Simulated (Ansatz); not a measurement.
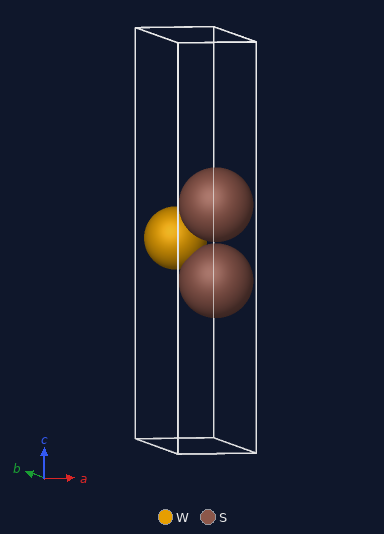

The image is a space-filling drawing of a crystal, viewed from the side at a slight tilt. One simulation cell is framed, with atoms on its boundary repeated.

WS$_{2}$, a = 3.15 Å, b = 3.15 Å, c = 16.95 Å, α = 90.00°, β = 90.00°, γ = 120.00°.

Setup: DFT PBEsol, scalar-relativistic, plane waves, PAW (Ansatz 0.2.0); a cutoff energy of 420 eV, a 12×12×2 mesh of k-points, Gaussian smearing of 0.05 eV, no spin polarisation.

### Is the electronic structure metallic or gapped?

A semiconductor at this level, with a gap of 1.94 eV on the k-mesh (the true edges may lie between mesh points, so the gap can be somewhat smaller).

It goes back to a structure listed in the Materials Project. Earlier steps of the study may have refined or changed the cell and positions. It was run through Ansatz as a DFT input.
